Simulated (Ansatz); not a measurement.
**Run report: WSe, geometry relaxation (part 2 of 2)**

The same run, continued: WSe (slab, 4 atoms in the cell); DFT PBEsol, scalar-relativistic, plane waves, PAW, no spin polarisation (Ansatz 0.2.0); cutoff 420 eV, 9×9×1 k-mesh, Gaussian smearing of 0.05 eV. The structure derives from a Materials Project entry. It belongs to a series of runs on one base structure; here: (0 0 1) slab, atoms relaxed.

Geometry of the input (Å; fractional positions):
```
3.2703  0.0000  0.0000
-1.6351  2.8321  0.0000
0.0000  0.0000  31.6612
W  0.0000  0.0000  0.2369
Se 0.3333  0.6667  0.2897
Se 0.3333  0.6667  0.7103
W  0.0000  0.0000  0.7631
```

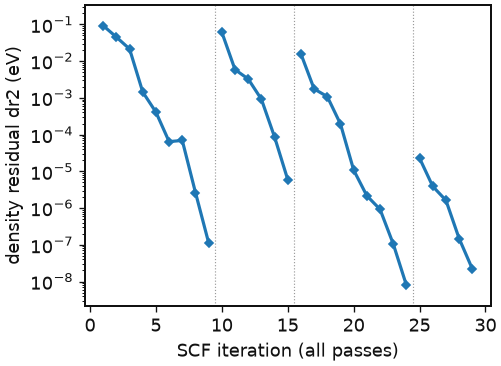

Fig. 1: Convergence of the self-consistent field: density residual dr2 against the SCF iteration. The dotted lines part the SCF passes of the relaxation: geometry steps, rejected trials and re-solves on a re-selected basis. The passes take 9, 6, 9 and 5 iterations.

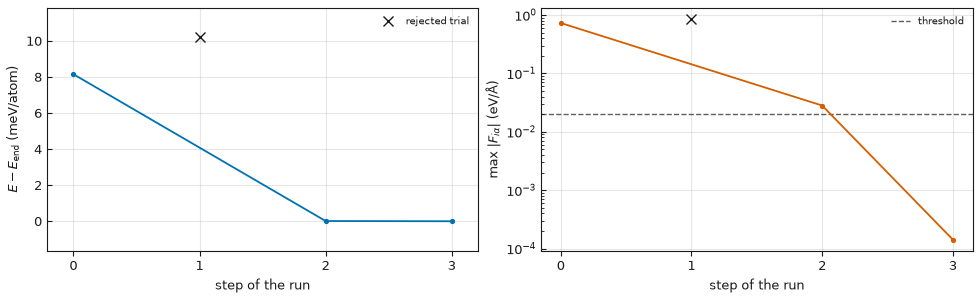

Fig. 2: Progress of the relaxation, step by step (the first geometry is step 0 here and step 1 in the log).

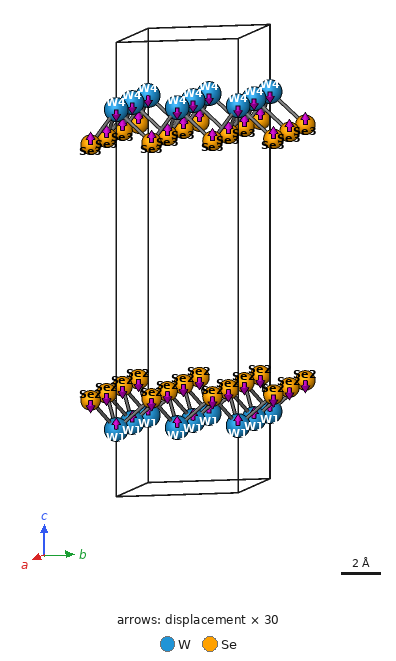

Fig. 3: The starting structure with the displacements as pink arrows, magnified 30 times (ball-and-stick view of the 2 × 2 repeat of the cell, with the vacuum cut short, with bonded neighbours outside it, seen slightly off an axis). After 3 geometry steps the energy has fallen by 8.2 meV per atom. The largest force component goes from 0.73 to 0.00014 eV/Å. The line search rejected the trial step at point 1 (counted from 0) and went back. The largest moves, 0.023 Å, are those of Se2 and Se3. Largest moves by element: Se 0.023 Å, W 0.021 Å. The cell doesn't change. Distances before and after: Se3–W4 2.523 → 2.493 Å. (Atoms are counted from 1 in the order of the input.)

```
WARN: The output density's exchange-correlation potential varies sharply where the density is thin. Do not read a vacuum level from v_tot or v_xc, or from such a field of the output density. On a cell that repeats whose density bears no net charge and no dipole along the vacuum's axis use v_es (v_loc + v_h of the components); under efield.dipole_correction with no amplitude use v_es + v_field, which holds any external_charges[].barrier, or the levels of the report's work_function block, which leave it out; under a non-zero efield.amplitude the vacuum is tilted and has no level; on a cell that repeats and bears such a dipole with no correction it is tilted too, and efield.dipole_correction with no amplitude gives each side of its ramp a level where efield: is served; in a cell that repeats whose density bears a net charge (total_charge, or a fill off its count) it is curved and has none; of a slab under crystal.periodic whose density bears no net charge use v_es, which has a level on each side, short of where the two are joined; of another it falls or rises all the way out and has none; of a slab beside external_charges read slab_vacuum_level instead, which it has where they leave it neutral. The grid or the basis barely resolves most such structure, and the values can differ between equally converged runs; as a rule a tighter scf.convergence.dr2_threshold does not remove it. Where the density itself ripples (under the LDA too) a higher basis.ecutwfc lessens it. The files hold the spikes' plane waves up to the density's cutoff. Files: v_tot_of_output_density and the like, and their columns of v_z.tsv (output.write_potential); v_xc_of_output_density and the like, and their columns of v_comp_z.tsv (output.write_potential_components). Measured: with its Gaussian average of σ = 0.25 Å subtracted twice, the exchange-correlation potential is over 0.1 eV at 1568 of the grid points where the equally averaged density (valence and model cores) is under 1e-3 e/Å³, and 1.41 eV at the most among them, at an averaged density of 7.4e-8 e/Å³. The input density's (outcome.potential() and, of a run that writes arrays, v_tot and v_xc) is over 0.1 eV, so measured, at 1 points of its own thin density, 0.104 eV at the most. See output.write_potential in the manual, Limitations
SCF converged after 5 iterations
Free energy (F): -31357.869880 eV
Harris-Foulkes:  -31357.869880 eV  (|F-HF|=1.06e-8)
Internal energy: -31357.869880 eV  (E = F + TS)
E sigma→0 (E₀):  -31357.869880 eV
Entropy (-TS):   -0.000000 eV (-0.000 meV/atom)
Fermi energy:    0.421790 eV
Dipole field:    D = -0.000001 V/Å  (p = -0.000002 e·Å, saw-weighted, corrected)
Work function:   Φ+ = 4.6898 eV   Φ− = 4.6898 eV
Levels:          The Fermi level and band energies are counted from a zero that moves with the ramp; work functions are not
--- Per-component energies (eV) ---
  E_band       = -1804.348983
  E_kinetic    = 1125.784371
  E_local      = -35709.975751  (includes V_loc(G=0)·N_el)
  E_nonlocal   = -1175.117059
  E_hartree    = 17219.662905
  E_xc         = -729.408128
  E_vxc        = -663.369798  (∫ρ·V_xc dr)
  E_paw        = -20609.004642  (= ΣΔE_a)
  E_vpaw       = 179.016935  (= ΣTr[D̂ρ^β])
  E_aug_tail   = -0.001324  (compensation charges beyond the density's cutoff)
  E_efield     = 0.000000  (sawtooth field / dipole correction)
  E_vefield    = 0.000000  (∫n·V_field dr)
  E_ewald      = 8517.729264
  E_core_change = 2.460485  (= ΣΔE_core)
  E_smearing   = -0.000000  (= −TS)
  E_closure    = -0.000000  (closes the sum)
  Σ components = -31357.869880   (vs F -31357.869880, Δ=0.00e0)
--- Forces (eV/Å), atoms counted from 1 ---
  atom   1  W     -0.00000000    -0.00000000    -0.00005617
  atom   2  Se     0.00000000     0.00000000     0.00014053
  atom   3  Se     0.00000000     0.00000000    -0.00014095
  atom   4  W      0.00000000    -0.00000000     0.00005907
  max |Σ_I F_I| component: 2.49e-6 eV/Å
--- Band table (eV; the first three rows and the last of 12) ---
  k-point 0: bands = ["-73.7611", "-73.7611", "-47.7054", "-47.7054", "-47.7053", "-47.7053", "-47.6407", "-47.6407", "-47.6407", "-47.6407", "-47.6131", "-47.6131", "-38.0536", "-38.0536", "-37.8027", "-37.8027", "-37.8027", "-37.8027", "-14.3049", "-14.3048", "-5.5370", "-5.5370", "-1.6978", "-1.6978", "-1.6977", "-1.6977", "-0.2494", "-0.2493", "-0.1759", "-0.1759", "0.7707", "0.7707", "0.7707", "0.7707", "3.7252", "3.7252"]
  k-point 1: bands = ["-73.7599", "-73.7598", "-47.7053", "-47.7053", "-47.7048", "-47.7048", "-47.6409", "-47.6409", "-47.6408", "-47.6408", "-47.6129", "-47.6128", "-38.0491", "-38.0491", "-37.8294", "-37.8294", "-37.8091", "-37.8091", "-14.1574", "-14.1574", "-5.2756", "-5.2755", "-2.4025", "-2.4025", "-1.6913", "-1.6913", "-0.2454", "-0.2454", "-0.1830", "-0.1830", "0.7673", "0.7673", "0.9294", "0.9295", "3.2789", "3.2798"]
  k-point 2: bands = ["-73.7567", "-73.7567", "-47.7053", "-47.7053", "-47.7033", "-47.7033", "-47.6415", "-47.6414", "-47.6410", "-47.6410", "-47.6122", "-47.6122", "-38.0377", "-38.0377", "-37.8965", "-37.8965", "-37.8252", "-37.8252", "-13.7532", "-13.7532", "-4.6169", "-4.6169", "-3.6642", "-3.6642", "-1.8002", "-1.8002", "-0.5784", "-0.5784", "-0.3216", "-0.3216", "1.0552", "1.0552", "1.1594", "1.1595", "3.4019", "3.4028"]
  k-point 11: bands = ["-73.7492", "-73.7492", "-47.7029", "-47.7029", "-47.7022", "-47.7022", "-47.6425", "-47.6425", "-47.6419", "-47.6419", "-47.6105", "-47.6105", "-38.0083", "-38.0083", "-37.9694", "-37.9694", "-37.9528", "-37.9528", "-12.5078", "-12.5078", "-5.0150", "-5.0150", "-4.5339", "-4.5339", "-2.9754", "-2.9754", "-0.4924", "-0.4924", "-0.2444", "-0.2443", "1.8616", "1.8616", "2.1537", "2.1537", "4.4921", "4.4921"]
--- Relaxed structure (4 steps of the walk, 3 accepted, 0 SCFs on fresh bases) ---
  F+E_penalty+E_count = -31357.86987965 eV   max|allowed force component| = 1.416e-4 eV/Å
  atoms:
    - { symbol: W, position: [2.400335108986312e-19, -3.7007434155248937e-17, 0.2375528128791324] }
    - { symbol: Se, position: [0.33333333333333326, 0.6666666666666665, 0.2889944266761093] }
    - { symbol: Se, position: [0.33333333333333326, 0.6666666666666665, 0.7110055748263325] }
    - { symbol: W, position: [-2.4003404920924865e-19, -3.7007434155248937e-17, 0.7624471856184257] }
```

Trajectory as extended XYZ (Å, eV, eV/Å), 4 frames, from step=1 to step=4:
```
4
Lattice="3.2703 0.0000 0.0000 -1.6351 2.8321 0.0000 0.0000 0.0000 31.6612" Properties=species:S:1:pos:R:3:forces:R:3 step=1 energy=-31357.83726
W     0.0000    0.0000    7.5000    0.0000   0.0000   0.7281
Se    0.0000    1.8881    9.1728    0.0000   0.0000  -0.7283
Se    0.0000    1.8881   22.4884    0.0000   0.0000   0.7283
W     0.0000    0.0000   24.1612    0.0000   0.0000  -0.7281
4
Lattice="3.2703 0.0000 0.0000 -1.6351 2.8321 0.0000 0.0000 0.0000 31.6612" Properties=species:S:1:pos:R:3:forces:R:3 step=2 energy=-31357.82900 accepted=F
W     0.0000    0.0000    7.5447    0.0000   0.0000  -0.8683
Se    0.0000    1.8881    9.1256    0.0000   0.0000   0.8668
Se    0.0000    1.8881   22.5356    0.0000   0.0000  -0.8666
W     0.0000    0.0000   24.1165    0.0000   0.0000   0.8683
4
Lattice="3.2703 0.0000 0.0000 -1.6351 2.8321 0.0000 0.0000 0.0000 31.6612" Properties=species:S:1:pos:R:3:forces:R:3 step=3 energy=-31357.86983
W     0.0000    0.0000    7.5222    0.0000   0.0000  -0.0281
Se    0.0000    1.8881    9.1493    0.0000   0.0000   0.0280
Se    0.0000    1.8881   22.5119    0.0000   0.0000  -0.0281
W     0.0000    0.0000   24.1390    0.0000   0.0000   0.0281
4
Lattice="3.2703 0.0000 0.0000 -1.6351 2.8321 0.0000 0.0000 0.0000 31.6612" Properties=species:S:1:pos:R:3:forces:R:3 step=4 energy=-31357.86988
W     0.0000    0.0000    7.5212    0.0000   0.0000  -0.0001
Se    0.0000    1.8881    9.1499    0.0000   0.0000   0.0001
Se    0.0000    1.8881   22.5113    0.0000   0.0000  -0.0001
W     0.0000    0.0000   24.1400    0.0000   0.0000   0.0001
```

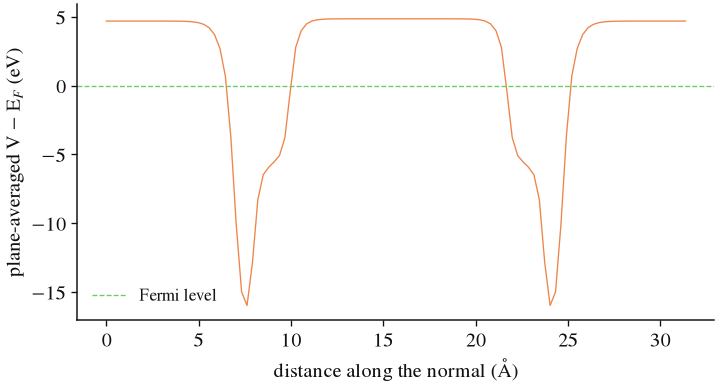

Fig. 4: Plane average of the electrostatic potential energy of an electron across the cell, from the Fermi level. The vacuum level lies 4.69 eV above the Fermi level.

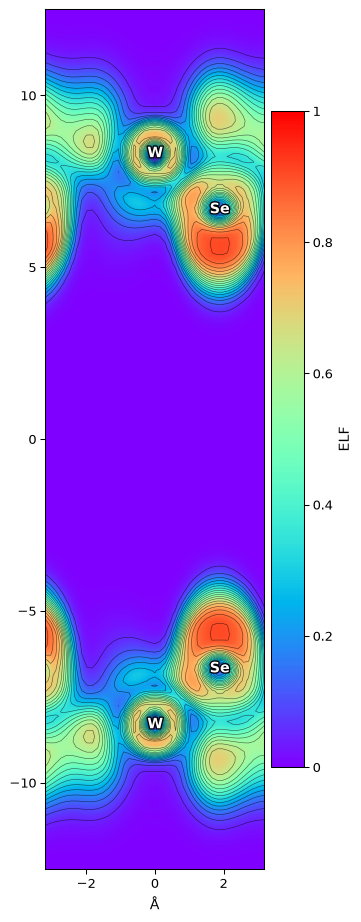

Fig. 5: ELF on the (110) plane of the calculation cell, a cut from vacuum to vacuum. Atoms in the plane: W and Se. W–Se (2.49 Å): the ELF is about 0.50 at the midpoint. The strong features right at W lie inside the PAW spheres (semicore, d or f shells) and say nothing about bonding. Core electrons are frozen (PAW), so the fields are smoothed inside the atomic spheres.

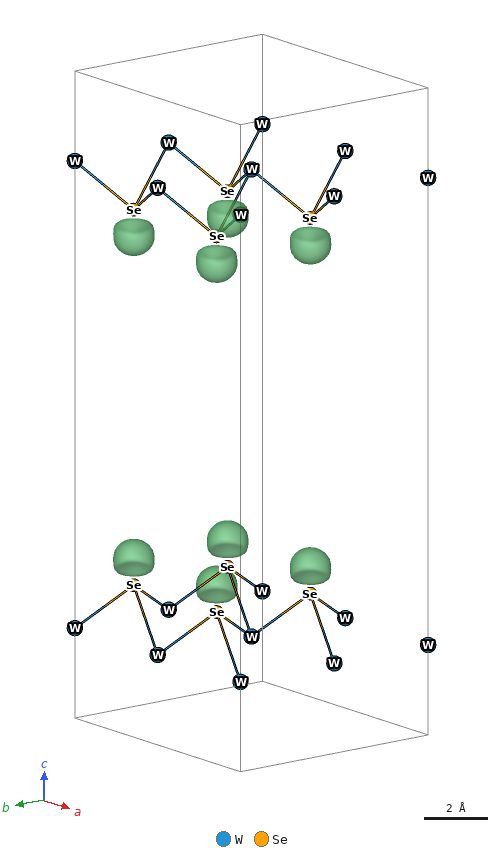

Fig. 6: Isosurface of the electron localisation function at 0.85 (green), seen at an oblique angle. Core shells and regions of very low density are left out. Sticks mark near contacts. Counts are for one cell; the picture repeats the cell along the surface. Profiles from the grid: W–Se (2.49 Å): the ELF is about 0.50 at the midpoint.
